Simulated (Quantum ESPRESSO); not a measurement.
## MgO (Periclase): modes at Γ and the response to a field

Aim: the zone-centre modes of MgO (Periclase).

Calculated with Quantum ESPRESSO 7.5; DFT PBEsol, scalar-relativistic, plane waves, PseudoDojo norm-conserving pseudopotentials.

Experimental background.

For MgO, rock salt (commercial single-crystal MgO(001) substrate), “Fully strained epitaxial Ti1-xMgxN(001) layers” (2019, arxiv:1901.10525) gives, by XRD reciprocal space map, 113 reflection: lattice constant a (cubic lattice constant of substrate) 4.212 ± 0.001 Å.

“Infrared Optical Properties of Ferropericlase (Mg1-xFexO): Experiment and Theory” (2007, arxiv:0704.2267) reports for MgO, rocksalt, by infrared reflectance, oscillator fit (wedged single crystal slab, 295 K): ε∞ (high-frequency dielectric constant) 2.95 ± 0.1; infrared mode (TO phonon at Gamma (T1u)) 396.5 cm⁻¹.

The database entry behind the starting cell differs from later determinations by our own check (about 0.1 % long), so it need not match the best structure at ambient conditions.

## (1) Starting point

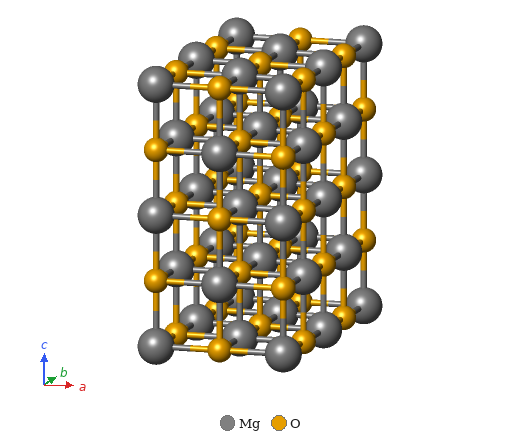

Start, viewed slightly off an axis; magnesium grey, oxygen orange. 1×2×2 cells are drawn. This picture shows the conventional cell, with its axes. Some periodic images of atoms are drawn too.

As a file:

```cif
data_structure
_symmetry_space_group_name_H-M 'P 1'
_symmetry_Int_Tables_number 1
_cell_length_a 2.9819
_cell_length_b 2.9819
_cell_length_c 2.9819
_cell_angle_alpha 60.000
_cell_angle_beta 60.000
_cell_angle_gamma 60.000
_cell_volume 18.75
loop_
_atom_site_label
_atom_site_type_symbol
_atom_site_fract_x
_atom_site_fract_y
_atom_site_fract_z
_atom_site_occupancy
Mg1 Mg 0.00000 0.00000 0.00000 1
O2 O 0.50000 0.50000 0.50000 1
```

## (2) A first look

Before anything dear is run, a loose run with smearing shows whether this is a metal and how far the cell is from rest.

File probe.in:

```
&CONTROL
  calculation = 'scf'
  prefix      = 'x'
  outdir      = './tmp'
  pseudo_dir  = './pseudo'
  tprnfor     = .true.
  tstress     = .true.
  verbosity   = 'high'
/
&SYSTEM
  ibrav       = 0
  nat         = 2
  ntyp        = 2
  ecutwfc     = 92.0
  occupations = 'smearing'
  smearing    = 'gaussian'
  degauss     = 0.01
/
&ELECTRONS
  conv_thr         = 1.0d-07
  mixing_beta      = 0.7
  electron_maxstep = 100
/
ATOMIC_SPECIES
 Mg     24.3050  Mg.upf
 O      15.9990  O.upf
CELL_PARAMETERS angstrom
    -2.108500000    0.000000000    2.108500000
     0.000000000    2.108500000    2.108500000
    -2.108500000    2.108500000    0.000000000
ATOMIC_POSITIONS crystal
 Mg     0.000000000   0.000000000   0.000000000
 O      0.500000000   0.500000000   0.500000000
K_POINTS automatic
 8 8 8 0 0 0
```

The run is started by

```
> OMP_NUM_THREADS=1 mpirun -n 4 pw.x -nk 4 -in probe.in > probe.out
```

The log of the run:

```text
[banners, grids, parts of the stress and lines that vanish by symmetry left out]
Program PWSCF v.7.5
     Message from routine setup:
     using ibrav=0 with symmetry is DISCOURAGED, use correct ibrav instead
[...]
kinetic-energy cutoff     =      92.0000  Ry
     charge density cutoff     =     368.0000  Ry
     scf convergence threshold =      1.0E-07
[...]
Exchange-correlation= PBESOL
                           (   1   4  10   8   0   0   0)
[...]
48 Sym. Ops., with inversion, found
[...]
(     0          1          0      )
                  (     0          0          1      )
[...]
(  0.0000000  1.0000000  0.0000000 )
                  ( -0.0000000 -0.0000000  1.0000000 )
[...]
(     1          0         -1      )
                  (     0          0         -1      )
[...]
( -0.0000000 -1.0000000 -0.0000000 )
[...]
(     0          1         -1      )
                  (     0          1          0      )
[...]
( -1.0000000  0.0000000  0.0000000 )
                  (  0.0000000  1.0000000 -0.0000000 )
[...]
number of k points=    29  Gaussian smearing, width (Ry)=  0.0100
[...]
End of self-consistent calculation
[...]
the Fermi energy is    10.5171 ev
!    total energy              =    -151.82421674 Ry
[...]
convergence has been achieved in   7 iterations
[...]
atom    1 type  1   force =     0.00000000    0.00000000   -0.00000000
     atom    2 type  2   force =     0.00000000   -0.00000000    0.00000000
[...]
Total force =     0.000000     Total SCF correction =     0.000000
[...]
total   stress  (Ry/bohr**3)                   (kbar)     P=       -3.66
[...]
XML data file, charge density, pseudopotentials, collected wavefunctions

   JOB DONE.
```

The job ended after 2.9 s (4 MPI ranks of Arm Neoverse V2, shared host; 11 s of CPU time).

This step gave:

| Property | Result |
| --- | --- |
| volume per atom | 9.374 Å³ |
| pressure | -0.3660 GPa |
| gap on the k-mesh | 4.630 eV |

A gap of 4.6 eV opens on this mesh, so the crystal is taken as an insulator; the start stands at -0.37 GPa.

## (3) Relaxation

The relaxation runs at a cutoff a fifth above that of the response, since stress converges more slowly with the basis than frequencies do. Forces and stress are brought to rest with tight thresholds.

File relax.in:

```
&CONTROL
  calculation   = 'vc-relax'
  prefix        = 'x'
  outdir        = './tmp'
  pseudo_dir    = './pseudo'
  tprnfor       = .true.
  tstress       = .true.
  forc_conv_thr = 2.0d-05
  etot_conv_thr = 1.0d-07
  nstep         = 40
/
&SYSTEM
  ibrav       = 0
  nat         = 2
  ntyp        = 2
  ecutwfc     = 110
  occupations = 'fixed'
  nbnd        = 10
/
&ELECTRONS
  conv_thr         = 1.0d-11
  mixing_beta      = 0.7
  electron_maxstep = 100
/
&IONS
/
&CELL
  press_conv_thr = 0.2
/
ATOMIC_SPECIES
 Mg     24.3050  Mg.upf
 O      15.9990  O.upf
CELL_PARAMETERS angstrom
    -2.108500000    0.000000000    2.108500000
     0.000000000    2.108500000    2.108500000
    -2.108500000    2.108500000    0.000000000
ATOMIC_POSITIONS crystal
 Mg     0.000000000   0.000000000   0.000000000
 O      0.500000000   0.500000000   0.500000000
K_POINTS automatic
 8 8 8 0 0 0
```

The run is started by

```
> OMP_NUM_THREADS=1 mpirun -n 4 pw.x -nk 4 -in relax.in > relax.out
```

The log of the run:

```text
[banners, grids, parts of the stress and lines that vanish by symmetry left out]
[banner, memory and clock lines left out]
Program PWSCF v.7.5

[...]
kinetic-energy cutoff     =     110.0000  Ry
     charge density cutoff     =     440.0000  Ry
     scf convergence threshold =      1.0E-11
[...]
energy convergence thresh.=      1.0E-07
     force convergence thresh. =      2.0E-05
     press convergence thresh. =      2.0E-01
     Exchange-correlation= PBESOL
                           (   1   4  10   8   0   0   0)
[...]
48 Sym. Ops., with inversion, found
[...]
number of k points=    29
[...]
End of self-consistent calculation
[...]
highest occupied, lowest unoccupied level (ev):     7.8930   12.5235
!    total energy              =    -151.82424338 Ry
[...]
convergence has been achieved in  10 iterations
[...]
atom    1 type  1   force =    -0.00000000    0.00000000   -0.00000000
     atom    2 type  2   force =     0.00000000    0.00000000   -0.00000000
     Total force =     0.000000     Total SCF correction =     0.000000
[...]
total   stress  (Ry/bohr**3)                   (kbar)     P=       -3.27
[...]
number of bfgs steps    =   0
[...]
CELL_PARAMETERS (angstrom)
[...]
ATOMIC_POSITIONS (crystal)
Mg              -0.0000000000       -0.0000000000        0.0000000000
O                0.5000000000        0.5000000000        0.5000000000
[...]
New effective cutoffs (rho, wfc):  440.00  110.11
[...]
End of self-consistent calculation
[...]
highest occupied, lowest unoccupied level (ev):     7.9134   12.5601
!    total energy              =    -151.82424620 Ry
[...]
convergence has been achieved in   5 iterations
[...]
atom    1 type  1   force =     0.00000000   -0.00000000    0.00000000
     atom    2 type  2   force =     0.00000000    0.00000000    0.00000000
     Total force =     0.000000     Total SCF correction =     0.000000
[...]
total   stress  (Ry/bohr**3)                   (kbar)     P=       -0.66
[...]
number of bfgs steps    =   1
[...]
CELL_PARAMETERS (angstrom)
[...]
ATOMIC_POSITIONS (crystal)
Mg              -0.0000000000        0.0000000000       -0.0000000000
O                0.5000000000        0.5000000000        0.5000000000
[...]
New effective cutoffs (rho, wfc):  440.13  110.14
[...]
End of self-consistent calculation
[...]
highest occupied, lowest unoccupied level (ev):     7.9186   12.5693
!    total energy              =    -151.82424632 Ry
[...]
convergence has been achieved in   5 iterations
[...]
atom    1 type  1   force =     0.00000000    0.00000000    0.00000000
     atom    2 type  2   force =    -0.00000000   -0.00000000   -0.00000000
     Total force =     0.000000     Total SCF correction =     0.000000
[...]
total   stress  (Ry/bohr**3)                   (kbar)     P=        0.00
[...]
number of bfgs steps    =   2
[...]
small trust_radius: resetting bfgs history
[...]
CELL_PARAMETERS (angstrom)
[...]
ATOMIC_POSITIONS (crystal)
Mg              -0.0000000000        0.0000000000       -0.0000000000
O                0.5000000000        0.5000000000        0.5000000000
[...]
New effective cutoffs (rho, wfc):  440.13  110.14
[...]
End of self-consistent calculation
[...]
highest occupied, lowest unoccupied level (ev):     7.9186   12.5693
!    total energy              =    -151.82424632 Ry
[...]
convergence has been achieved in   1 iterations
[...]
atom    1 type  1   force =    -0.00000000    0.00000000   -0.00000000
     atom    2 type  2   force =     0.00000000   -0.00000000   -0.00000000
     Total force =     0.000000     Total SCF correction =     0.000000
[...]
total   stress  (Ry/bohr**3)                   (kbar)     P=        0.00
[...]
bfgs converged in   4 scf cycles and   3 bfgs steps
[...]
End of BFGS Geometry Optimization
     Final enthalpy           =    -151.8242463183 Ry
     File ./tmp/x.bfgs deleted, as requested
[...]
CELL_PARAMETERS (angstrom)
[...]
ATOMIC_POSITIONS (crystal)
Mg              -0.0000000000        0.0000000000       -0.0000000000
O                0.5000000000        0.5000000000        0.5000000000
[...]
Final scf calculation at the relaxed structure.
[...]
kinetic-energy cutoff     =     110.0000  Ry
     charge density cutoff     =     440.0000  Ry
     scf convergence threshold =      1.0E-13
[...]
press convergence thresh. =      2.0E-01
     Exchange-correlation= PBESOL
                           (   1   4  10   8   0   0   0)
[...]
48 Sym. Ops., with inversion, found
[...]
number of k points=    29
[...]
End of self-consistent calculation
[...]
highest occupied, lowest unoccupied level (ev):     7.9186   12.5693
!    total energy              =    -151.82424626 Ry
[...]
convergence has been achieved in  13 iterations
[...]
atom    1 type  1   force =     0.00000000    0.00000000    0.00000000
     atom    2 type  2   force =    -0.00000000   -0.00000000   -0.00000000
     Total force =     0.000000     Total SCF correction =     0.000000
[...]
total   stress  (Ry/bohr**3)                   (kbar)     P=        0.00
[...]
XML data file, charge density, pseudopotentials, collected wavefunctions
```

Run time: 13 s. Hardware: 4 MPI ranks; 50 s of CPU time.

Little changed from the start: no atom moved by 0.005 Å and no cell edge by 0.1 %.

The last row of the table of steps is pw.x's closing run on a basis chosen anew for the final cell, so its energy can jump.

This step gave:

* volume per atom: 9.354 Å³
* pressure: 0 GPa
* gap on the k-mesh: 4.651 eV

The volume changes by -0.2 % from the cell with which this run began.

## (4) Ground state

The response is built on this ground state, so it is converged far tighter than an energy would need. With a gap, occupations are fixed, which also allows the response to an electric field.

File scf.in:

```
&CONTROL
  calculation = 'scf'
  prefix      = 'x'
  outdir      = './tmp'
  pseudo_dir  = './pseudo'
  tprnfor     = .true.
  tstress     = .true.
/
&SYSTEM
  ibrav       = 0
  nat         = 2
  ntyp        = 2
  ecutwfc     = 92.0
  occupations = 'fixed'
  nbnd        = 10
/
&ELECTRONS
  conv_thr         = 1.0d-12
  mixing_beta      = 0.7
  electron_maxstep = 100
/
ATOMIC_SPECIES
 Mg     24.3050  Mg.upf
 O      15.9990  O.upf
CELL_PARAMETERS angstrom
    -2.107033629    0.000000000    2.107033629
     0.000000000    2.107033629    2.107033629
    -2.107033629    2.107033629    0.000000000
ATOMIC_POSITIONS crystal
 Mg     0.000000000   0.000000000   0.000000000
 O      0.500000000   0.500000000   0.500000000
K_POINTS automatic
 8 8 8 0 0 0
```

The run is started by

```
> OMP_NUM_THREADS=1 mpirun -n 4 pw.x -nk 4 -in scf.in > scf.out
```

The log of the run:

```text
[banners, grids, parts of the stress and lines that vanish by symmetry left out]
[banner, memory and clock lines left out]
Program PWSCF v.7.5

[...]
kinetic-energy cutoff     =      92.0000  Ry
     charge density cutoff     =     368.0000  Ry
     scf convergence threshold =      1.0E-12
[...]
Exchange-correlation= PBESOL
                           (   1   4  10   8   0   0   0)
[...]
48 Sym. Ops., with inversion, found
[...]
number of k points=    29
[...]
End of self-consistent calculation
[...]
highest occupied, lowest unoccupied level (ev):     7.9186   12.5694
!    total energy              =    -151.82421949 Ry
[...]
convergence has been achieved in  12 iterations
[...]
atom    1 type  1   force =    -0.00000000    0.00000000   -0.00000000
     atom    2 type  2   force =     0.00000000   -0.00000000    0.00000000
     Total force =     0.000000     Total SCF correction =     0.000000
[...]
total   stress  (Ry/bohr**3)                   (kbar)     P=       -0.14
[...]
XML data file, charge density, pseudopotentials, collected wavefunctions
```

Run time: 3.6 s. Hardware: 4 MPI ranks; 14 s of CPU time.

This step gave:

```
pressure : -0.01400 GPa
```

The cell stands at -0.014 GPa, close enough for phonons.

(Continued in part 2 of 3.)

[Host names and launcher messages were left out of these logs when they were recorded.]

[Logs are printed without paths, hosts, clocks, repeated set-up lines and the standing remarks that a program may print on its own settings, such as how far it seeks lower states.]

[Hosts, paths, dates, database ids (printed as entryN), source tags and the programs' standing remarks are cut or masked in the printed files.]
